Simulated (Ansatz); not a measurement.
# Ti3O5: a changed input and its effect

System: Ti3O5 (C2/m, 16 atoms in the cell).
Method of the first run: DFT PBEsol, scalar-relativistic, plane waves, PAW, no spin polarisation (Ansatz 0.2.0).

The structure derives from an entry of the Crystallography Open Database. Text and figures count atoms from 1; the logs count them from 0 in places.

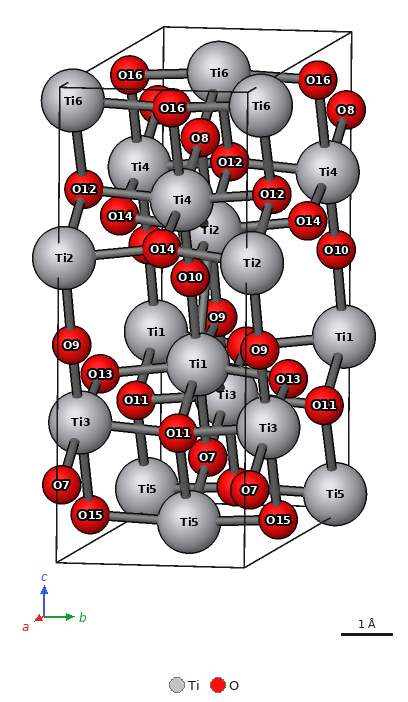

The input geometry (ball-and-stick view of the cell 2 times as large as that of the calculation, set on its symmetry axes, seen slightly off an axis; atoms are numbered from 1 in the order of the input). An atom can appear more than once, as a periodic image.

## The input, the first run
```yaml
crystal:
  lattice:
    - [4.876, -1.901, 0.0]
    - [4.876, 1.901, 0.0]
    - [-0.3163452429, 0.0, 9.4366990885]
  atoms:
    - { symbol: Ti, position: [0.0538, 0.0538, 0.3659] }
    - { symbol: Ti, position: [0.9462, 0.9462, 0.6341] }
    - { symbol: Ti, position: [0.7786, 0.7786, 0.2669] }
    - { symbol: Ti, position: [0.2214, 0.2214, 0.7331] }
    - { symbol: Ti, position: [0.128, 0.128, 0.044] }
    - { symbol: Ti, position: [0.872, 0.872, 0.956] }
    - { symbol: O, position: [0.953, 0.953, 0.158] }
    - { symbol: O, position: [0.047, 0.047, 0.842] }
    - { symbol: O, position: [0.866, 0.866, 0.441] }
    - { symbol: O, position: [0.134, 0.134, 0.559] }
    - { symbol: O, position: [0.241, 0.241, 0.245] }
    - { symbol: O, position: [0.759, 0.759, 0.755] }
    - { symbol: O, position: [0.588, 0.588, 0.345] }
    - { symbol: O, position: [0.412, 0.412, 0.655] }
    - { symbol: O, position: [0.676, 0.676, 0.06] }
    - { symbol: O, position: [0.324, 0.324, 0.94] }
basis:
  ecutwfc: 420
kpoints:
  mp_grid: { grid: [6, 6, 2] }
hamiltonian:
  xc: pbesol
scf:
  occupations: { method: gaussian, width: 0.1 }
output:
  forces: true
  stress: true
  eigenvalues: true
relax:
  adjacent_minimum: "off"
  f_tol: 0.05
  max_steps: 80
  cell: { stress_tol: 0.5 }
```

Command:
```bash
ansatz run input.yaml --threads 4 --pin off --max-ram 10240MiB --backend cpu --events-out ev --progress --plain --runs-dir out
```

Hardware: 4 threads of Intel Xeon (Granite Rapids), 32 GiB of memory available, shared host.

## Output, shortened to warnings, some set-up lines, iterations and results (the first run)
```
Basis set: ecut = 420 eV, 3431 PW (Γ), exchange–correlation on 72×72×128 points (8 copies of the dense FFT grid, shifted against one another)
Symmetry: 4 space group operations
k-points: 26 of 72
Initial density: superposition of atomic densities (neutral atoms: chi_scale 0, normalization atom), corrected by the library's trained network
[...]
SCF iter   1: F=—  HF=-20475.112274 eV  |F-HF|=—  |Δ(HF+E_count)|=         —  Δρ=2.06e-2  dr2=8.35e-1  ethr=1.77e-3  ⟨swp⟩=4.4  Hψ=8071  notcnv=0
SCF iter   2: F=—  HF=-20475.171975 eV  |F-HF|=—  |Δ(HF+E_count)|=   5.97e-2  Δρ=2.55e-2  dr2=8.98e-1  ethr=6.32e-4  ⟨swp⟩=2.0  Hψ=3780  notcnv=0  defer=199
SCF iter   3: F=—  HF=-20474.976832 eV  |F-HF|=—  |Δ(HF+E_count)|=   1.95e-1  Δρ=4.06e-3  dr2=2.60e-2  ethr=6.32e-4  ⟨swp⟩=2.0  Hψ=3194  notcnv=0  defer=199
SCF iter   4: F=—  HF=-20474.973878 eV  |F-HF|=—  |Δ(HF+E_count)|=   2.95e-3  Δρ=2.19e-3  dr2=1.49e-2  ethr=1.97e-5  ⟨swp⟩=2.0  Hψ=3528  notcnv=0  defer=198
SCF iter   5: F=—  HF=-20474.972371 eV  |F-HF|=—  |Δ(HF+E_count)|=   1.51e-3  Δρ=4.88e-4  dr2=7.52e-4  ethr=1.13e-5  ⟨swp⟩=2.0  Hψ=2691  notcnv=0  defer=198
[... 45 lines ...]
SCF iter   4: F=—  HF=-20475.296195 eV  |F-HF|=—  |Δ(HF+E_count)|=   1.59e-6  Δρ=2.79e-5  dr2=1.02e-6  ethr=7.51e-9  ⟨swp⟩=2.0  Hψ=3024  notcnv=0
SCF iter   5: F=—  HF=-20475.296195 eV  |F-HF|=—  |Δ(HF+E_count)|=   2.04e-7  Δρ=6.50e-6  dr2=5.33e-8  ethr=7.73e-10  ⟨swp⟩=2.0  Hψ=3067  notcnv=0
SCF iter   6: F=-20475.296195 eV  HF=-20475.296195 eV  |F-HF|=2.43e-9  |Δ(HF+E_count)|=   7.68e-9  Δρ=1.54e-6  dr2=3.39e-9  ethr=1.21e-11  ⟨swp⟩=6.7  Hψ=7347  notcnv=0
SCF 6 converged in 6 iterations: F = -20475.296195 eV  dr2 = 3.39e-9
relax step   6: F+E_penalty+E_count = -20475.29619464 eV  Δ(F+E_penalty+E_count) = +1.582e-2 eV  max|allowed force component| = 2.076e-2 eV/Å  Δτ_max = 0.0000 Å  P = -0.182 …
basis re-selected at this cell: Δ(F+E_penalty+E_count) = +1.582e-2 eV, ΔP = -0.177 GPa vs the last step (what re-selecting the basis moved, of the pressure what is left beyond the Pulay correction that the steps carried, after the strain that the cell walked since its last selection, with what the …
SCF converged after 6 iterations
Free energy (F): -20475.296195 eV
Harris-Foulkes:  -20475.296195 eV  (|F-HF|=2.43e-9)
Internal energy: -20475.275388 eV  (E = F + TS)
E sigma→0 (E₀):  -20475.285791 eV
Entropy (-TS):   -0.020807 eV (-1.300 meV/atom)
Fermi energy:    11.977142 eV
--- Per-component energies (eV) ---
  E_band       = -1092.379520
  E_kinetic    = 3394.163998
  E_local      = -9091.651708  (includes V_loc(G=0)·N_el)
  E_nonlocal   = 520.282201
  E_hartree    = 3563.120775
  E_xc         = -1316.577207
  E_vxc        = -1674.699467  (∫ρ·V_xc dr)
  E_paw        = -7650.678090  (= ΣΔE_a)
  E_vpaw       = -1366.742928  (= ΣTr[D̂ρ^β])
  E_aug_tail   = 0.025632  (compensation charges beyond the density's cutoff)
  E_ewald      = -9895.150174
  E_core_change = 1.189185  (= ΣΔE_core)
  E_smearing   = -0.020807  (= −TS)
  E_closure    = -0.000000  (closes the sum)
  Σ components = -20475.296195   (vs F -20475.296195, Δ=0.00e0)
--- Forces (eV/Å), atoms counted from 1 ---
  atom   1  Ti    -0.01669600     0.00000000    -0.00636541
  atom   2  Ti     0.01669600     0.00000000     0.00636541
  atom   3  Ti     0.00354261     0.00000000    -0.02076448
  atom   4  Ti    -0.00354261     0.00000000     0.02076448
  atom   5  Ti    -0.00682539     0.00000000    -0.01045539
  atom   6  Ti     0.00682539     0.00000000     0.01045539
  atom   7  O     -0.00106450     0.00000000     0.00057836
  atom   8  O      0.00106450     0.00000000    -0.00057836
  atom   9  O     -0.00548169     0.00000000     0.00965910
  atom  10  O      0.00548169     0.00000000    -0.00965910
  atom  11  O     -0.00654024     0.00000000     0.01646626
  atom  12  O      0.00654024     0.00000000    -0.01646626
  atom  13  O      0.01010226     0.00000000     0.00365913
  atom  14  O     -0.01010226     0.00000000    -0.00365913
  atom  15  O     -0.00415228     0.00000000     0.00646370
  atom  16  O      0.00415228     0.00000000    -0.00646370
  max |Σ_I F_I| component: 0.00e0 eV/Å
--- Stress (GPa, compression-positive) ---
[...]
```

For the second run the input was changed thus:
```diff
-  mp_grid: { grid: [6, 6, 2] }
+  mp_grid: { grid: [10, 10, 4] }
-  f_tol: 0.05
-  max_steps: 80
-  cell: { stress_tol: 0.5 }
+  f_tol: 0.01
+  max_steps: 40
```

What does this change do to the results?

The free energy of the second run is 11.5 meV per atom higher, which measures how much it depends on this numerical setting. The pressure goes from −0.18 to −3.64 GPa. The volume per atom goes from 10.64 to 10.93 Å³. The SCF takes 56 iterations over all geometry steps against 43. The irreducible k-points go from 26 to 117. On the same kind of shared host the second run took about 5.2 times as long.

## Output, shortened to warnings, some set-up lines, iterations and results (the second run)
```
Warning: output.stress: scf.convergence.dr2_threshold = 1e-7 eV (the SCF's general default) is looser than the 1.6e-9 eV advised for a printed stress (1e-10 eV for each atom of the cell: 16). What an SCF threshold leaves in a stress goes as its square root, and in the free energy as the threshold itself, and one threshold admits the most on a small cell: of the crystals measured, under no hybrid …
Basis set: ecut = 420 eV, 3431 PW (Γ), exchange–correlation on 72×72×128 points (8 copies of the dense FFT grid, shifted against one another)
Symmetry: 4 space group operations
k-points: 117 of 400
Initial density: superposition of atomic densities (neutral atoms: chi_scale 0, normalization atom), corrected by the library's trained network
[...]
SCF iter   1: F=—  HF=-20475.067830 eV  |F-HF|=—  |Δ(HF+E_count)|=         —  Δρ=2.08e-2  dr2=8.30e-1  ethr=1.77e-3  ⟨swp⟩=4.3  Hψ=36242  notcnv=0
SCF iter   2: F=—  HF=-20475.064579 eV  |F-HF|=—  |Δ(HF+E_count)|=   3.25e-3  Δρ=2.18e-2  dr2=6.20e-1  ethr=6.28e-4  ⟨swp⟩=2.0  Hψ=17010  notcnv=0  defer=891
SCF iter   3: F=—  HF=-20474.925909 eV  |F-HF|=—  |Δ(HF+E_count)|=   1.39e-1  Δρ=2.98e-3  dr2=3.10e-2  ethr=4.70e-4  ⟨swp⟩=2.0  Hψ=14549  notcnv=0  defer=891
SCF iter   4: F=—  HF=-20474.924152 eV  |F-HF|=—  |Δ(HF+E_count)|=   1.76e-3  Δρ=1.48e-3  dr2=7.15e-3  ethr=2.35e-5  ⟨swp⟩=1.9  Hψ=11904  notcnv=0  defer=880
SCF iter   5: F=—  HF=-20474.923488 eV  |F-HF|=—  |Δ(HF+E_count)|=   6.64e-4  Δρ=3.45e-4  dr2=2.51e-4  ethr=5.42e-6  ⟨swp⟩=2.0  Hψ=12253  notcnv=0  defer=880
[... 64 lines ...]
SCF iter   4: F=—  HF=-20475.111664 eV  |F-HF|=—  |Δ(HF+E_count)|=   6.73e-6  Δρ=2.83e-5  dr2=2.43e-6  ethr=3.40e-8  ⟨swp⟩=2.0  Hψ=13803  notcnv=0
SCF iter   5: F=—  HF=-20475.111664 eV  |F-HF|=—  |Δ(HF+E_count)|=   1.60e-7  Δρ=8.38e-6  dr2=1.40e-7  ethr=1.84e-9  ⟨swp⟩=2.0  Hψ=11016  notcnv=0
SCF iter   6: F=-20475.111664 eV  HF=-20475.111664 eV  |F-HF|=2.22e-8  |Δ(HF+E_count)|=   7.51e-9  Δρ=3.14e-6  dr2=2.58e-8  ethr=7.58e-11  ⟨swp⟩=7.8  Hψ=34722  notcnv=0
SCF 9 converged in 6 iterations: F = -20475.111664 eV  dr2 = 2.58e-8
relax step   9: F+E_penalty+E_count = -20475.11166396 eV  Δ(F+E_penalty+E_count) = -9.835e-5 eV  max|allowed force component| = 5.153e-3 eV/Å  Δτ_max = 0.0020 Å  (6 SCF …
SCF converged after 6 iterations
Free energy (F): -20475.111664 eV
Harris-Foulkes:  -20475.111664 eV  (|F-HF|=2.22e-8)
Internal energy: -20475.066440 eV  (E = F + TS)
E sigma→0 (E₀):  -20475.089052 eV
Entropy (-TS):   -0.045224 eV (-2.826 meV/atom)
Fermi energy:    11.677114 eV
--- Per-component energies (eV) ---
  E_band       = -1140.297908
  E_kinetic    = 3387.214867
  E_local      = -9298.526409  (includes V_loc(G=0)·N_el)
  E_nonlocal   = 520.415539
  E_hartree    = 3643.992956
  E_xc         = -1314.441499
  E_vxc        = -1671.824132  (∫ρ·V_xc dr)
  E_paw        = -7649.838468  (= ΣΔE_a)
  E_vpaw       = -1365.590042  (= ΣTr[D̂ρ^β])
  E_aug_tail   = 0.025629  (compensation charges beyond the density's cutoff)
  E_ewald      = -9765.098240
  E_core_change = 1.189185  (= ΣΔE_core)
  E_smearing   = -0.045224  (= −TS)
  E_closure    = 0.000000  (closes the sum)
  Σ components = -20475.111664   (vs F -20475.111664, Δ=0.00e0)
--- Forces (eV/Å), atoms counted from 1 ---
  atom   1  Ti     0.00074942     0.00000000    -0.00339057
  atom   2  Ti    -0.00074942     0.00000000     0.00339057
  atom   3  Ti    -0.00100562     0.00000000     0.00027120
  atom   4  Ti     0.00100562     0.00000000    -0.00027120
  atom   5  Ti    -0.00419255     0.00000000     0.00515273
  atom   6  Ti     0.00419255     0.00000000    -0.00515273
  atom   7  O      0.00004641     0.00000000    -0.00136906
  atom   8  O     -0.00004641     0.00000000     0.00136906
  atom   9  O     -0.00332183     0.00000000     0.00111396
  atom  10  O      0.00332183     0.00000000    -0.00111396
  atom  11  O     -0.00325115     0.00000000     0.00284187
  atom  12  O      0.00325115     0.00000000    -0.00284187
  atom  13  O      0.00450896     0.00000000    -0.00187668
  atom  14  O     -0.00450896     0.00000000     0.00187668
  atom  15  O      0.00136450     0.00000000    -0.00360962
  atom  16  O     -0.00136450     0.00000000     0.00360962
  max |Σ_I F_I| component: 8.67e-19 eV/Å
--- Stress (GPa, compression-positive) ---
       -3.240926       0.000000       0.742173
        0.000000      -1.165685      -0.000000
        0.742174      -0.000000      -6.501119
  P = ⅓ Tr σ = -3.6359 GPa (-36.359 kbar)
--- Relaxed structure (9 steps of the walk, 8 accepted, 0 SCFs on fresh bases) ---
  F+E_penalty+E_count = -20475.11166396 eV   max|allowed force component| = 5.153e-3 eV/Å
  atoms:
    - { symbol: Ti, position: [0.05956050171960294, 0.05956050171960294, 0.3626780259705475] }
    - { symbol: Ti, position: [0.9404394982803972, 0.9404394982803972, 0.6373219740294526] }
    - { symbol: Ti, position: [0.784251540388529, 0.784251540388529, 0.2590145358454658] }
[...]
```

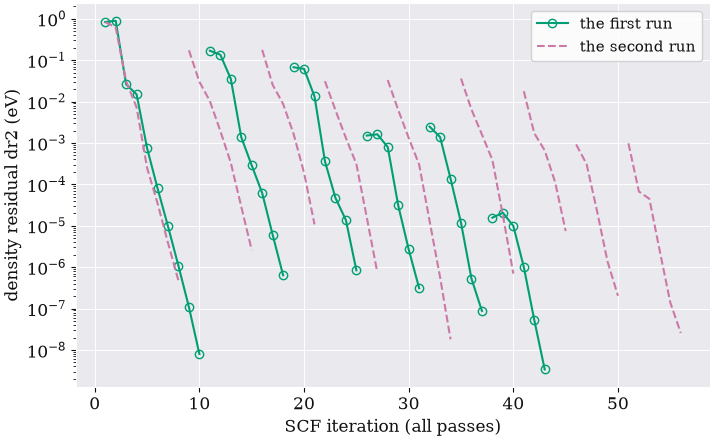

Convergence of the two runs: density residual dr2 against the SCF iteration. A break in a curve parts two SCF passes. The first run takes 43 iterations in all, and the second run takes 56.

## The two runs side by side

```tsv
quantity	the first run	the second run
outcome	converged	converged
free energy per atom (eV)	−1279.7060	−1279.6945
energy per atom, smearing taken to zero (eV)	−1279.7054	−1279.6931
gap on the mesh (eV)	0.00	0.00
pressure (GPa)	−0.18	−3.64
volume per atom (Å³)	10.64	10.93
largest force (eV/Å)	0.021	0.007
SCF iterations	43	56
irreducible k-points	26	117
wall time (shared host)	22 s	1.9 min
```

For the second run: Warnings: the SCF threshold is looser than advised for the printed stress.
